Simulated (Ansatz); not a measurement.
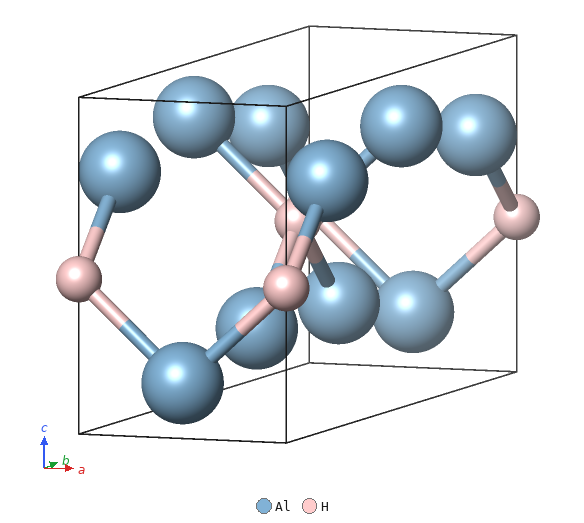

View slightly off an axis, drawn as a ball-and-stick model. The wireframe shows the unit cell. Cell: a = 2.87 Å, b = 8.58 Å, c = 4.40 Å, α = 90.00°, β = 90.03°, γ = 90.00°.

Starting structure: a random cell made by a generator, so it need not be a real form of the compound. Earlier steps of the study may have refined or changed the cell and positions. It was the input of a calculation with Ansatz.

> What structure is drawn here?

Composition: Al₃H. Within 0.01 Å the space group is Pmmn (No. 59), primitive orthorhombic. Cell content 6 Al, 2 H; Z = 2. Each H atom is coordinated by four Al in a distorted tetrahedral arrangement at about 1.9 Å. The bonds build Al3H chains along [100].

Setup: DFT PBE, scalar-relativistic, plane waves, PAW in Ansatz; cutoff 420 eV, a 14×6×8 mesh of k-points, Gaussian smearing of 0.1 eV, no spin polarisation.

> Metal or not?

A metal: bands cross the Fermi level.

> Give the Bader charge of each element.

Al +0.27 to +0.49 e; H -1.02 e.

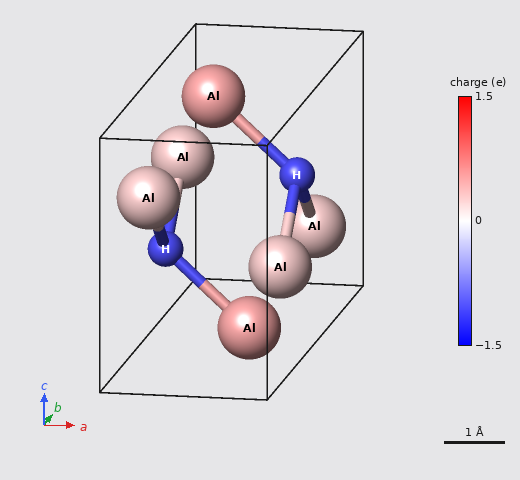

The atoms coloured by those charges. The run's cell of 8 atoms is drawn, so axes and origin can differ from the first picture.

> Do the forces and the stress vanish for this geometry?

Yes. All forces vanish to within 0.01 eV/Å. The pressure is 0.0 GPa, close to zero.
